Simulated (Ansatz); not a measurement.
Geometry relaxation of ZnO (part 1 of 2)

ZnO (P4₂/mnm, 8 atoms in the cell), computed with DFT r2SCAN, scalar-relativistic, plane waves, PAW, no spin polarisation (Ansatz 0.2.0).

The structure derives from a Materials Project entry. Figures and captions count atoms from 1; the log counts them from 0 in places.

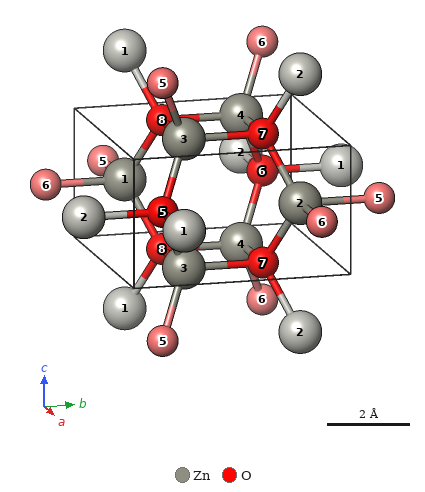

**Figure 1.** The input geometry (ball-and-stick view of the cell of the calculation, seen slightly off an axis; neighbours outside the cell are drawn fainter; atoms are numbered from 1 in the order of the input). Near neighbours in the crystal (not all of them lie inside the picture): Zn has 4 O at 1.94 to 2.01 Å; O has 4 Zn at 1.94 to 2.01 Å.

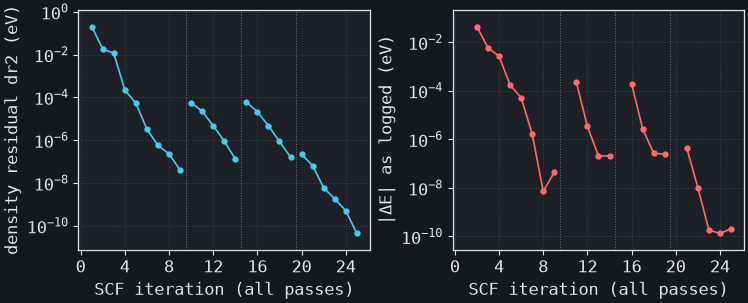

**Figure 2.** Convergence of the self-consistent field: density residual dr2 and size of the energy change against the SCF iteration. The dotted lines part the SCF passes of the relaxation: geometry steps, rejected trials and re-solves on a re-selected basis. The passes take 9, 5, 5 and 6 iterations.

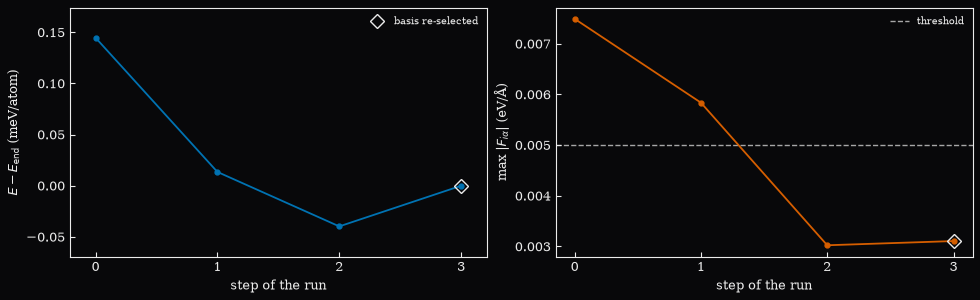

**Figure 3.** Progress of the relaxation, step by step (the first geometry is step 0 here and step 1 in the log). After 2 geometry steps the energy has fallen by 0.2 meV per atom. Largest force component: 0.0075 eV/Å at the start, 0.0031 eV/Å at the end. The pressure goes from −0.71 to 0.01 GPa. No atom moves by more than 0.005 Å relative to the cell. Cell: a = b 5.518 → 5.512 Å (−0.1 %), c 3.259 → 3.250 Å (−0.3 %). Volume −0.5 %. The space group stays P4_2/mnm (No. 136). A last SCF at the same geometry on a re-selected plane-wave basis shifts the energy by +0.0 meV per atom. (Atoms are counted from 1 in the order of the input.)

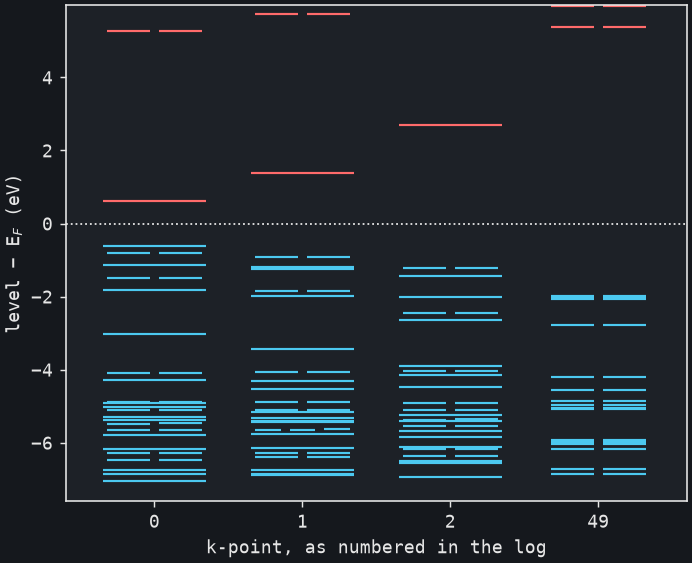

**Figure 4.** Kohn–Sham levels near the Fermi level (dotted) at the few k-points that the log prints; levels within 0.02 eV of each other stand side by side. Among these points the highest filled and lowest empty levels are 1.21 eV apart, which is the gap on the mesh.

The input and output of the run follow.

The input:
```yaml
crystal:
  lattice:
    - [5.51757007, 0.0, 0.0]
    - [0.0, 5.51757007, 0.0]
    - [0.0, 0.0, 3.25877877]
  atoms:
    - { symbol: Zn, position: [0.18197284, 0.18197284, 0.5] }
    - { symbol: Zn, position: [0.81802716, 0.81802716, 0.5] }
    - { symbol: Zn, position: [0.68197284, 0.31802716, 0.0] }
    - { symbol: Zn, position: [0.31802716, 0.68197284, 0.0] }
    - { symbol: O, position: [0.81724723, 0.18275277, 0.5] }
    - { symbol: O, position: [0.18275277, 0.81724723, 0.5] }
    - { symbol: O, position: [0.68275277, 0.68275277, 0.0] }
    - { symbol: O, position: [0.31724723, 0.31724723, 0.0] }
basis:
  ecutwfc: 500
kpoints:
  mp_grid: { grid: [6, 6, 8] }
hamiltonian:
  xc: r2scan
scf:
  occupations: { method: gaussian, width: 0.02 }
output:
  forces: true
  stress: true
  eigenvalues: true
relax:
  adjacent_minimum: "off"
  f_tol: 0.005
  max_steps: 80
  cell: { stress_tol: 0.05 }
```

Command:
```bash
ansatz run input.yaml --threads 2 --pin off --max-ram 5120MiB --backend cpu --events-out ev --progress --plain --runs-dir out
```

What the program printed:
```
Engine: ansatz 0.2.0, x86_64-unknown-linux-gnu
Pseudopotentials: kind: paw
Pseudopotential: Zn, paw, valence charge 12, recommended cutoff 500 eV (meta_gga), Zn.paw.azcp
Pseudopotential: O, paw, valence charge 6, recommended cutoff 500 eV (meta_gga), O.paw.azcp
Functional definition: r2SCAN
  parameter k0 = 0.174
  parameter k1 = 0.065
  parameter a1 = 4.9479
  exchange = r2scan_x(k0 = k0, k1 = k1, a1 = a1)
  correlation = r2scan_c
Crystal: 8 atoms, lattice volume = 99.209 Å³
Basis set: ecut = 500 eV, 2535 PW (Γ), exchange–correlation on 180×180×96 points (64 copies of the dense FFT grid, shifted against one another)
Bands: 44, of which v1, the nominal top of the filled ones, is band 36 counted from 1 (35 counted from 0)
Symmetry: 16 space group operations
Space group: P42/mnm (ITA 136), of the structure as read, at distance tolerance 4.6e-5 Å
k-points: 50 of 288
Non-local potential: Zn, projectors of the file, l = 0: 2, l = 1: 2, l = 2: 3, l = 3: 1
Non-local potential: O, projectors of the file, l = 0: 2, l = 1: 2, l = 2: 1
PAW form: soft (Blöchl's): semilocal exchange-correlation on the pseudo side does not see the compensation charge
PAW frozen core: Zn, regenerated for the run's functional (the file was generated under x = pbe(κ = 0.804, μ = 0.2195149727645171), c = pbe(β = 0.06672455060314922))
PAW frozen core: O, regenerated for the run's functional (the file was generated under x = pbe(κ = 0.804, μ = 0.2195149727645171), c = pbe(β = 0.06672455060314922))
PAW one-centre angular grid: Zn, 590 points (default); XC on 261 of its mesh's 2673 points in the sphere
PAW one-centre angular grid: O, 302 points (default); XC on 160 Gauss nodes
Initial density: superposition of atomic densities (neutral atoms: chi_scale 0, normalization atom), corrected by the library's trained network
Initial wavefunctions: pseudopotential atomic-orbital guess
Functional: x = r2scan, c = r2scan; τ floored in thin density (d = 2e-4 eV/Å³)
SCF iter   1: F=—  HF=-15579.407740 eV  |F-HF|=—  |Δ(HF+E_count)|=         —  Δρ=2.05e-2  dr2=2.03e-1  dr2_τ=1.97e-1  ethr=1.77e-3  ⟨swp⟩=6.3  Hψ=8560  notcnv=0  defer=1
preconditioner: auto → Resta (q_TF=auto, 2.586 Å⁻¹)  ε∞=6.5  [insulator: Δε(μ)=1.367 eV  Ē_g=13.549 eV  σ=0.020 eV  W_gap=1.00  n_scr=38 (ndim 8)  ℏωp=31.6 eV  f_vac=0.068  D(μ)=0.00/eV (n_scr^D=0)  ε∞_Penn≈6.5]
SCF iter   2: F=—  HF=-15579.451867 eV  |F-HF|=—  |Δ(HF+E_count)|=   4.41e-2  Δρ=4.78e-3  dr2=1.83e-2  dr2_τ=1.42e-3  ethr=2.82e-4  ⟨swp⟩=2.6  Hψ=4541  notcnv=0  defer=139
SCF iter   3: F=—  HF=-15579.446026 eV  |F-HF|=—  |Δ(HF+E_count)|=   5.84e-3  Δρ=4.75e-3  dr2=1.13e-2  dr2_τ=4.19e-4  ethr=2.54e-5  ⟨swp⟩=2.1  Hψ=3926  notcnv=0  defer=139
SCF iter   4: F=—  HF=-15579.443371 eV  |F-HF|=—  |Δ(HF+E_count)|=   2.65e-3  Δρ=5.10e-4  dr2=2.20e-4  dr2_τ=5.35e-5  ethr=1.58e-5  ⟨swp⟩=3.0  Hψ=3855  notcnv=0  defer=139
SCF iter   5: F=—  HF=-15579.443544 eV  |F-HF|=—  |Δ(HF+E_count)|=   1.73e-4  Δρ=3.00e-4  dr2=5.23e-5  dr2_τ=4.54e-6  ethr=3.06e-7  ⟨swp⟩=2.3  Hψ=3543  notcnv=0  defer=139
SCF iter   6: F=—  HF=-15579.443595 eV  |F-HF|=—  |Δ(HF+E_count)|=   5.14e-5  Δρ=5.32e-5  dr2=3.24e-6  dr2_τ=5.72e-8  ethr=7.26e-8  ⟨swp⟩=2.0  Hψ=3623  notcnv=0  defer=139
SCF iter   7: F=—  HF=-15579.443597 eV  |F-HF|=—  |Δ(HF+E_count)|=   1.65e-6  Δρ=2.53e-5  dr2=5.70e-7  dr2_τ=3.73e-8  ethr=4.50e-9  ⟨swp⟩=2.0  Hψ=3798  notcnv=0  defer=139
SCF iter   8: F=—  HF=-15579.443597 eV  |F-HF|=—  |Δ(HF+E_count)|=   7.19e-9  Δρ=1.52e-5  dr2=2.27e-7  dr2_τ=1.90e-8  ethr=7.91e-10  ⟨swp⟩=2.0  Hψ=3861  notcnv=0  defer=139
SCF iter   9: F=-15579.443597 eV  HF=-15579.443597 eV  |F-HF|=2.99e-8  |Δ(HF+E_count)|=   4.35e-8  Δρ=6.34e-6  dr2=3.99e-8  dr2_τ=7.62e-10  ethr=1.39e-10  ⟨swp⟩=9.2  Hψ=8676  notcnv=0
SCF 1 converged in 9 iterations: F = -15579.443597 eV  dr2 = 3.99e-8
  greatest PAW one-centre occupation: 0.987 electrons in one spin orbital (limit 2), on the Zn atom at site 1 (counted from 0), in its partial waves of l = 2
relax step   1: F+E_penalty+E_count = -15579.44359697 eV  Δ(F+E_penalty+E_count) = +0.000e0 eV  max|allowed force component| = 7.493e-3 eV/Å  Δτ_max = 0.0000 Å  P = -0.709 GPa  Ω = 99.209 Å³  (9 SCF iters, dr2 threshold 1.00e-7 eV, accepted)
Crystal: 8 atoms, lattice volume = 98.958 Å³
Initial density: handed on by an earlier stage of this run
Initial wavefunctions: those handed on with the density
iter 1 solved again at ethr=8.42e-8 eV; its pass at ethr=3.10e-3 eV (dr2=6.06e-5 eV) is discarded
SCF iter   1: F=—  HF=-15579.444429 eV  |F-HF|=—  |Δ(HF+E_count)|=         —  Δρ=2.50e-4  dr2=5.67e-5  dr2_τ=2.19e-4  ethr=8.42e-8  ⟨swp⟩=2.1  Hψ=9462  notcnv=0
preconditioner: auto → Resta (q_TF=auto, 2.587 Å⁻¹)  ε∞=6.6  [insulator: Δε(μ)=1.211 eV  Ē_g=13.340 eV  σ=0.020 eV  W_gap=1.00  n_scr=38 (ndim 8)  ℏωp=31.7 eV  f_vac=0.071  D(μ)=0.00/eV (n_scr^D=0)  ε∞_Penn≈6.6]
SCF iter   2: F=—  HF=-15579.444651 eV  |F-HF|=—  |Δ(HF+E_count)|=   2.22e-4  Δρ=1.49e-4  dr2=2.20e-5  dr2_τ=6.79e-7  ethr=7.88e-8  ⟨swp⟩=2.0  Hψ=4000  notcnv=0
SCF iter   3: F=—  HF=-15579.444647 eV  |F-HF|=—  |Δ(HF+E_count)|=   3.39e-6  Δρ=6.85e-5  dr2=4.73e-6  dr2_τ=5.42e-7  ethr=3.06e-8  ⟨swp⟩=2.3  Hψ=3700  notcnv=0
SCF iter   4: F=—  HF=-15579.444647 eV  |F-HF|=—  |Δ(HF+E_count)|=   2.03e-7  Δρ=3.28e-5  dr2=8.94e-7  dr2_τ=3.56e-8  ethr=6.58e-9  ⟨swp⟩=2.9  Hψ=3938  notcnv=0
SCF iter   5: F=-15579.444647 eV  HF=-15579.444647 eV  |F-HF|=8.42e-8  |Δ(HF+E_count)|=   2.08e-7  Δρ=1.19e-5  dr2=1.33e-7  dr2_τ=7.73e-9  ethr=1.11e-9  ⟨swp⟩=5.1  Hψ=9316  notcnv=0
SCF 2 converged in 5 iterations: F = -15579.444647 eV  dr2 = 1.33e-7
relax step   2: F+E_penalty+E_count = -15579.44464735 eV  Δ(F+E_penalty+E_count) = -1.050e-3 eV  max|allowed force component| = 5.838e-3 eV/Å  Δτ_max = 0.0004 Å  P = -0.338 GPa  Ω = 98.958 Å³  energy of the carried Pulay correction = +1.548e-4 eV  (5 SCF iters, dr2 threshold 8.00e-7 eV, accepted)
Crystal: 8 atoms, lattice volume = 98.730 Å³
Basis set: ecut = 500 eV, 2527 PW (Γ), exchange–correlation on 180×180×96 points (64 copies of the dense FFT grid, shifted against one another)
iter 1 solved again at ethr=8.90e-8 eV; its pass at ethr=3.10e-3 eV (dr2=6.41e-5 eV) is discarded
SCF iter   1: F=—  HF=-15579.444882 eV  |F-HF|=—  |Δ(HF+E_count)|=         —  Δρ=2.78e-4  dr2=6.07e-5  dr2_τ=2.34e-4  ethr=8.90e-8  ⟨swp⟩=2.1  Hψ=9472  notcnv=0
preconditioner: auto → Resta (q_TF=auto, 2.588 Å⁻¹)  ε∞=6.6  [insulator: Δε(μ)=1.211 eV  Ē_g=13.356 eV  σ=0.020 eV  W_gap=1.00  n_scr=38 (ndim 8)  ℏωp=31.7 eV  f_vac=0.071  D(μ)=0.00/eV (n_scr^D=0)  ε∞_Penn≈6.6]
SCF iter   2: F=—  HF=-15579.445076 eV  |F-HF|=—  |Δ(HF+E_count)|=   1.94e-4  Δρ=1.55e-4  dr2=2.12e-5  dr2_τ=6.32e-7  ethr=8.43e-8  ⟨swp⟩=2.0  Hψ=4000  notcnv=0
SCF iter   3: F=—  HF=-15579.445073 eV  |F-HF|=—  |Δ(HF+E_count)|=   2.74e-6  Δρ=7.26e-5  dr2=4.72e-6  dr2_τ=5.72e-7  ethr=2.94e-8  ⟨swp⟩=2.1  Hψ=3667  notcnv=0
SCF iter   4: F=—  HF=-15579.445073 eV  |F-HF|=—  |Δ(HF+E_count)|=   2.64e-7  Δρ=3.22e-5  dr2=8.62e-7  dr2_τ=3.37e-8  ethr=6.56e-9  ⟨swp⟩=2.8  Hψ=4091  notcnv=0
SCF iter   5: F=-15579.445073 eV  HF=-15579.445073 eV  |F-HF|=1.08e-7  |Δ(HF+E_count)|=   2.45e-7  Δρ=1.31e-5  dr2=1.61e-7  dr2_τ=1.01e-8  ethr=6.03e-10  ⟨swp⟩=5.2  Hψ=9469  notcnv=0
SCF 3 converged in 5 iterations: F = -15579.445073 eV  dr2 = 1.61e-7
relax step   3: F+E_penalty+E_count = -15579.44507271 eV  Δ(F+E_penalty+E_count) = -4.254e-4 eV  max|allowed force component| = 3.024e-3 eV/Å  Δτ_max = 0.0006 Å  P = +0.012 GPa  Ω = 98.730 Å³  energy of the carried Pulay correction = +2.960e-4 eV  (5 SCF iters, dr2 threshold 4.34e-7 eV, accepted)
Initial wavefunctions: pseudopotential atomic-orbital guess (no wavefunctions were taken with the density)
iter 1 solved again at ethr=1.05e-7 eV; its pass at ethr=3.10e-3 eV (dr2=7.55e-5 eV) is discarded
```
